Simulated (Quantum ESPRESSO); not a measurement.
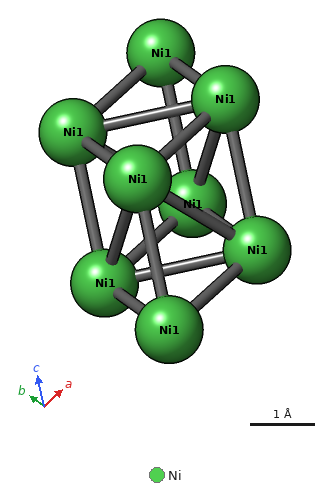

*The structure (ball-and-stick view of the reduced cell, seen slightly off an axis; atoms are numbered from 1 in the order of the input).*

## Wannier calculation of Ni (part 1 of 2)

System: Ni (1 atom in the cell).
Method: Kohn-Sham DFT of a periodic cell, PBE, JTH 2.0 PBE, spin-polarised (Quantum ESPRESSO 7.5).

The structure derives from a Materials Project entry.

**The input**
```
&CONTROL
  calculation = 'scf'
  prefix = 'pwscf'
  outdir = './tmp'
  pseudo_dir = './pseudo'
  tprnfor = .true.
  tstress = .true.
  disk_io = 'low'
/
&SYSTEM
  ibrav = 0
  nat = 1
  ntyp = 1
  ecutwfc = 50
  ecutrho = 300
  nbnd = 18
  occupations = 'smearing'
  smearing = 'fd'
  degauss = 0.00367493
  nspin = 2
  starting_magnetization(1) = 0.0556
/
&ELECTRONS
  conv_thr = 2d-10
  electron_maxstep = 120
  mixing_beta = 0.3
/
ATOMIC_SPECIES
Ni    58.6934 Ni.GGA_PBE-JTH.UPF
CELL_PARAMETERS angstrom
   0.0029660000    1.7987330000    1.7571570000
   1.6909990000    0.0493540000    1.7107680000
   1.7340380000    1.7953830000    0.0063160000
ATOMIC_POSITIONS crystal
Ni     0.0099310000   -0.0075600000    0.0095940000
K_POINTS automatic
10 10 10 0 0 0
```

**File pw2wan_up.in**
```
&INPUTPP
  prefix = 'pwscf'
  outdir = './tmp'
  seedname = 'w_up'
  write_mmn = .true.
  write_amn = .true.
  spin_component = 'up'
/
```

**File pw2wan_dn.in**
```
&INPUTPP
  prefix = 'pwscf'
  outdir = './tmp'
  seedname = 'w_dn'
  write_mmn = .true.
  write_amn = .true.
  spin_component = 'down'
/
```

**File bands.in**
```
&CONTROL
  calculation = 'bands'
  prefix = 'pwscf'
  outdir = './tmp'
  pseudo_dir = './pseudo'
  disk_io = 'low'
/
&SYSTEM
  ibrav = 0
  nat = 1
  ntyp = 1
  ecutwfc = 50
  ecutrho = 300
  nbnd = 21
  occupations = 'smearing'
  smearing = 'fd'
  degauss = 0.00367493
  nspin = 2
  starting_magnetization(1) = 0.0556
/
&ELECTRONS
  conv_thr = 1d-08
  electron_maxstep = 120
  mixing_beta = 0.3
  diago_full_acc = .true.
/
ATOMIC_SPECIES
Ni    58.6934 Ni.GGA_PBE-JTH.UPF
CELL_PARAMETERS angstrom
   0.0029660000    1.7987330000    1.7571570000
   1.6909990000    0.0493540000    1.7107680000
   1.7340380000    1.7953830000    0.0063160000
ATOMIC_POSITIONS crystal
Ni     0.0099310000   -0.0075600000    0.0095940000
K_POINTS crystal
94
 -0.50000000   0.00000000   0.00000000 1
 -0.45833300   0.00000000   0.00000000 1
 -0.41666700   0.00000000   0.00000000 1
 -0.37500000   0.00000000   0.00000000 1
 -0.33333300   0.00000000   0.00000000 1
 -0.29166700   0.00000000   0.00000000 1
 -0.25000000   0.00000000   0.00000000 1
 -0.20833300   0.00000000   0.00000000 1
 -0.16666700   0.00000000   0.00000000 1
 -0.12500000   0.00000000   0.00000000 1
 -0.08333300   0.00000000   0.00000000 1
 -0.04166700   0.00000000   0.00000000 1
  0.00000000   0.00000000   0.00000000 1
  0.04166700   0.04166700   0.04166700 1
  0.08333300   0.08333300   0.08333300 1
  0.12500000   0.12500000   0.12500000 1
  0.16666700   0.16666700   0.16666700 1
  0.20833300   0.20833300   0.20833300 1
  0.25000000   0.25000000   0.25000000 1
  0.29166700   0.29166700   0.29166700 1
  0.33333300   0.33333300   0.33333300 1
  0.37500000   0.37500000   0.37500000 1
  0.41666700   0.41666700   0.41666700 1
  0.45833300   0.45833300   0.45833300 1
  0.50000000   0.50000000   0.50000000 1
  0.00000000   0.50000000   0.50000000 1
  0.00000000   0.46428600   0.46428600 1
  0.00000000   0.42857100   0.42857100 1
  0.00000000   0.39285700   0.39285700 1
  0.00000000   0.35714300   0.35714300 1
  0.00000000   0.32142900   0.32142900 1
  0.00000000   0.28571400   0.28571400 1
  0.00000000   0.25000000   0.25000000 1
  0.00000000   0.21428600   0.21428600 1
  0.00000000   0.17857100   0.17857100 1
  0.00000000   0.14285700   0.14285700 1
  0.00000000   0.10714300   0.10714300 1
  0.00000000   0.07142900   0.07142900 1
  0.00000000   0.03571400   0.03571400 1
  0.00000000   0.00000000   0.00000000 1
  0.00000000   0.00000000  -0.04166700 1
  0.00000000   0.00000000  -0.08333300 1
  0.00000000   0.00000000  -0.12500000 1
  0.00000000   0.00000000  -0.16666700 1
  0.00000000   0.00000000  -0.20833300 1
  0.00000000   0.00000000  -0.25000000 1
  0.00000000   0.00000000  -0.29166700 1
  0.00000000   0.00000000  -0.33333300 1
  0.00000000   0.00000000  -0.37500000 1
  0.00000000   0.00000000  -0.41666700 1
  0.00000000   0.00000000  -0.45833300 1
  0.00000000   0.00000000  -0.50000000 1
 -0.50000000   0.00000000  -0.50000000 1
 -0.46428600   0.00000000  -0.46428600 1
 -0.42857100   0.00000000  -0.42857100 1
 -0.39285700   0.00000000  -0.39285700 1
 -0.35714300   0.00000000  -0.35714300 1
 -0.32142900   0.00000000  -0.32142900 1
 -0.28571400   0.00000000  -0.28571400 1
 -0.25000000   0.00000000  -0.25000000 1
 -0.21428600   0.00000000  -0.21428600 1
 -0.17857100   0.00000000  -0.17857100 1
 -0.14285700   0.00000000  -0.14285700 1
 -0.10714300   0.00000000  -0.10714300 1
 -0.07142900   0.00000000  -0.07142900 1
 -0.03571400   0.00000000  -0.03571400 1
  0.00000000   0.00000000   0.00000000 1
  0.03571400   0.03571400   0.00000000 1
  0.07142900   0.07142900   0.00000000 1
  0.10714300   0.10714300   0.00000000 1
  0.14285700   0.14285700   0.00000000 1
  0.17857100   0.17857100   0.00000000 1
  0.21428600   0.21428600   0.00000000 1
  0.25000000   0.25000000   0.00000000 1
  0.28571400   0.28571400   0.00000000 1
  0.32142900   0.32142900   0.00000000 1
  0.35714300   0.35714300   0.00000000 1
  0.39285700   0.39285700   0.00000000 1
  0.42857100   0.42857100   0.00000000 1
  0.46428600   0.46428600   0.00000000 1
  0.50000000   0.50000000   0.00000000 1
  0.00000000   0.50000000   0.00000000 1
  0.00000000   0.45833300   0.00000000 1
  0.00000000   0.41666700   0.00000000 1
  0.00000000   0.37500000   0.00000000 1
  0.00000000   0.33333300   0.00000000 1
  0.00000000   0.29166700   0.00000000 1
  0.00000000   0.25000000   0.00000000 1
  0.00000000   0.20833300   0.00000000 1
  0.00000000   0.16666700   0.00000000 1
  0.00000000   0.12500000   0.00000000 1
  0.00000000   0.08333300   0.00000000 1
  0.00000000   0.04166700   0.00000000 1
  0.00000000   0.00000000   0.00000000 1
```

Run on 1 thread of Arm Neoverse V2, 24 GiB of memory available, shared host.

Launched with:
```bash
OMP_NUM_THREADS=1 pw.x -in pw.in > pw.out
OMP_NUM_THREADS=1 pw.x -in nscf.in > nscf.out
wannier90.x -pp w_up
OMP_NUM_THREADS=1 pw2wannier90.x -in pw2wan_up.in > pw2wan_up.out
wannier90.x w_up
wannier90.x -pp w_dn
OMP_NUM_THREADS=1 pw2wannier90.x -in pw2wan_dn.in > pw2wan_dn.out
wannier90.x w_dn
OMP_NUM_THREADS=1 pw.x -in bands.in > bands.out
```

**The program's output**
```
This program is part of the open-source Quantum ESPRESSO suite
     for quantum simulation of materials; please cite
         "P. Giannozzi et al., J. Phys.:Condens. Matter 21 395502 (2009);
         "P. Giannozzi et al., J. Phys.:Condens. Matter 29 465901 (2017);
         "P. Giannozzi et al., J. Chem. Phys. 152 154105 (2020);
          URL
     in publications or presentations arising from this work. More details at

     file Ni.GGA_PBE-JTH.UPF: wavefunction(s)  3P 0P 3D 0D renormalized

     G-vector sticks info
     --------------------
     sticks:   dense  smooth     PW     G-vecs:    dense   smooth      PW
     Sum         445     299    109                 6223     3397     735

     Using Slab Decomposition

     bravais-lattice index     =            0
     lattice parameter (alat)  =       4.7518  a.u.
     unit-cell volume          =      70.8037 (a.u.)^3
     number of atoms/cell      =            1
     number of atomic types    =            1
     number of electrons       =        18.00
     number of Kohn-Sham states=           18
     kinetic-energy cutoff     =      50.0000  Ry
     charge density cutoff     =     300.0000  Ry
     scf convergence threshold =      2.0E-10
     mixing beta               =       0.3000
     number of iterations used =            8  plain     mixing
     Exchange-correlation= SLA PW PBX PBC
                           (   1   4   3   4   0   0   0)

     celldm(1)=   4.751844  celldm(2)=   0.000000  celldm(3)=   0.000000
     celldm(4)=   0.000000  celldm(5)=   0.000000  celldm(6)=   0.000000

     crystal axes: (cart. coord. in units of alat)
               a(1) = (   0.001180   0.715325   0.698791 )
               a(2) = (   0.672481   0.019627   0.680343 )
               a(3) = (   0.689597   0.713993   0.002512 )

     reciprocal axes: (cart. coord. in units 2 pi/alat)
               b(1) = ( -0.736052  0.708415  0.707109 )
               b(2) = (  0.753364 -0.730249  0.746255 )
               b(3) = (  0.716716  0.710912 -0.728943 )

     PseudoPot. # 1 for Ni read from file:
     Ni.GGA_PBE-JTH.UPF
     Pseudo is Projector augmented-wave + core cor, Zval = 18.0
     Generated using ATOMPAW code
     Shape of augmentation charge: SINC**2
     Using radial grid of 1044 points,  6 beta functions with:
                l(1) =   0
                l(2) =   0
                l(3) =   1
                l(4) =   1
                l(5) =   2
                l(6) =   2
     Q(r) pseudized with 0 coefficients

     atomic species   valence    mass     pseudopotential
     Ni               18.00    58.69340     Ni( 1.00)

     Starting magnetic structure
     atomic species   magnetization
     Ni              0.056

     No symmetry found

   Cartesian axes

     site n.     atom                  positions (alat units)
         1        Ni     tau(   1) = (   0.0015437   0.0138056   0.0018204  )

     number of k points=   504  Fermi-Dirac smearing, width (Ry)=  0.0037

     Number of k-points >= 100: set verbosity='high' to print them.

     Dense  grid:     6223 G-vectors     FFT dimensions: (  27,  25,  25)

     Smooth grid:     3397 G-vectors     FFT dimensions: (  24,  24,  24)

     Generating pointlists ...
     new r_m :   0.3947 (alat units)  1.8755 (a.u.) for type    1

     Initial potential from superposition of free atoms

     starting charge      17.9998, renormalised to      18.0000
     Starting wfcs are   18 randomized atomic wfcs

     Self-consistent Calculation

     iteration #  1     ecut=    50.00 Ry     beta= 0.30
     Davidson diagonalization with overlap
     ethr =  1.00E-02,  avg # of iterations =  4.1

     Threshold (ethr) on eigenvalues was too large:
     Diagonalizing with lowered threshold

     Davidson diagonalization with overlap
     ethr =  1.28E-05,  avg # of iterations =  3.9

     total energy              =    -429.12541904 Ry
     estimated scf accuracy    <       0.00231817 Ry

     total magnetization       =     0.73 Bohr mag/cell
     absolute magnetization    =     0.76 Bohr mag/cell

     iteration #  2     ecut=    50.00 Ry     beta= 0.30
     Davidson diagonalization with overlap
     ethr =  1.29E-05,  avg # of iterations =  1.0

     total energy              =    -429.12540190 Ry
     estimated scf accuracy    <       0.00091328 Ry

     total magnetization       =     0.73 Bohr mag/cell
     absolute magnetization    =     0.77 Bohr mag/cell

     iteration #  3     ecut=    50.00 Ry     beta= 0.30
     Davidson diagonalization with overlap
     ethr =  5.07E-06,  avg # of iterations =  2.0

     total energy              =    -429.12616400 Ry
     estimated scf accuracy    <       0.00026777 Ry

     total magnetization       =     0.72 Bohr mag/cell
     absolute magnetization    =     0.77 Bohr mag/cell

     iteration #  4     ecut=    50.00 Ry     beta= 0.30
     Davidson diagonalization with overlap
     ethr =  1.49E-06,  avg # of iterations =  1.8

     total energy              =    -429.12627906 Ry
     estimated scf accuracy    <       0.00005199 Ry

     total magnetization       =     0.71 Bohr mag/cell
     absolute magnetization    =     0.78 Bohr mag/cell

     iteration #  5     ecut=    50.00 Ry     beta= 0.30
     Davidson diagonalization with overlap
     ethr =  2.89E-07,  avg # of iterations =  1.7

     total energy              =    -429.12629747 Ry
     estimated scf accuracy    <       0.00000481 Ry

     total magnetization       =     0.71 Bohr mag/cell
     absolute magnetization    =     0.78 Bohr mag/cell

     iteration #  6     ecut=    50.00 Ry     beta= 0.30
     Davidson diagonalization with overlap
     ethr =  2.67E-08,  avg # of iterations =  2.0

     total energy              =    -429.12630115 Ry
     estimated scf accuracy    <       0.00000111 Ry

     total magnetization       =     0.71 Bohr mag/cell
     absolute magnetization    =     0.78 Bohr mag/cell

     iteration #  7     ecut=    50.00 Ry     beta= 0.30
     Davidson diagonalization with overlap
     ethr =  6.15E-09,  avg # of iterations =  1.9

     total energy              =    -429.12630247 Ry
     estimated scf accuracy    <       0.00000029 Ry

     total magnetization       =     0.71 Bohr mag/cell
     absolute magnetization    =     0.78 Bohr mag/cell

     iteration #  8     ecut=    50.00 Ry     beta= 0.30
     Davidson diagonalization with overlap
     ethr =  1.60E-09,  avg # of iterations =  2.0

     total energy              =    -429.12630281 Ry
     estimated scf accuracy    <       0.00000003 Ry

     total magnetization       =     0.71 Bohr mag/cell
     absolute magnetization    =     0.79 Bohr mag/cell

     iteration #  9     ecut=    50.00 Ry     beta= 0.30
     Davidson diagonalization with overlap
     ethr =  1.80E-10,  avg # of iterations =  2.0
```
